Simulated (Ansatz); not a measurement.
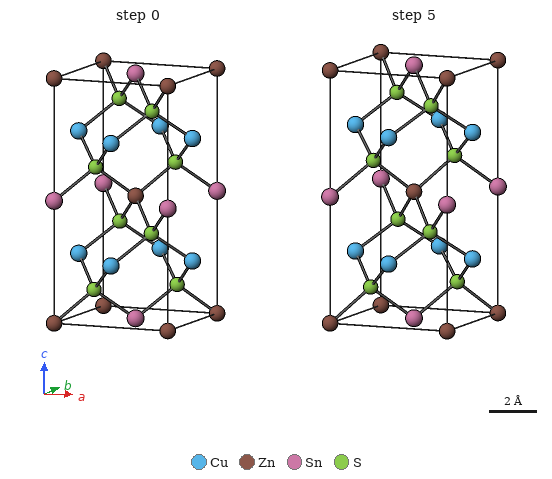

The structure of crystalline ZnCu2SnS4 (built on the stannite type) before (left) and after (right) a relaxation, at one scale.

Style: ball-and-stick. Shown: the conventional cell (2 times the calculation's cell), slightly off an axis. Lengths and directions refer to the drawn axes.

All numbers below come from Ansatz, DFT, PBE, plane waves, PAW.

Input
```yaml
crystal:
  lattice:
    - [-2.6523760042, 2.6523760042, 5.3047520083]
    - [2.6523760042, -2.6523760042, 5.3047520083]
    - [2.6523760042, 2.6523760042, -5.3047520083]
  atoms:
    - { symbol: Cu, position: [0.75, 0.25, 0.5] }
    - { symbol: Cu, position: [0.25, 0.75, 0.5] }
    - { symbol: Zn, position: [0.0, 0.0, 0.0] }
    - { symbol: Sn, position: [0.5, 0.5, 0.0] }
    - { symbol: S, position: [0.883, 0.883, 0.51] }
    - { symbol: S, position: [0.117, 0.627, 0.0] }
    - { symbol: S, position: [0.627, 0.117, 0.0] }
    - { symbol: S, position: [0.373, 0.373, 0.49] }
kpoints:
  mp_grid: { grid: [6, 6, 6] }
hamiltonian:
  xc: pbe
scf:
  occupations: { method: fermi_dirac, width: 0.02 }
relax:
  f_tol: 0.005
  cell: {}
```

Launched with:
```bash
ansatz run input.yaml --threads 4 --pin off --max-ram 7372MiB --backend cpu --events-out ev --progress --plain --runs-dir out
```

What changed between the two?

The energy falls by 60.7 meV per atom in 4 accepted moves (5 points after the start). The largest force component goes from 0.99 to 0.0028 eV/Å. The pressure goes from 8.80 to −0.01 GPa. At 1 point the geometry stayed and the basis and grid were re-selected for the new cell (energy shift of 0.6 meV per atom at most each time). The largest moves relative to the cell, 0.067 Å, are those of S5, S6, S7 and S8. S6 goes along [1 −1 −2]. Cu and Zn and Sn stay in place. The drawn cell changes as follows: a = b 5.305 → 5.462 Å (+3.0 %), c 10.610 → 10.958 Å (+3.3 %); the volume changes by +9.5 %. Near-neighbour distances that change, for instance: Sn4–S5 2.346 → 2.474 Å, Zn3–S5 2.285 → 2.375 Å, Cu1–S5 2.279 → 2.314 Å. Among the angles between lasting bonds that change: S5–Zn3–S8 107.1° → 103.8°, Zn3–S5–Sn4 108.2° → 105.6°, S5–Cu2–S8 110.8° → 113.2°. The space group stays I-42m (No. 121). The run took 20 s on 4 threads of Intel(R) Xeon(R) 6975P-C (Granite Rapids) (shared host), peak memory 0.69 GiB.
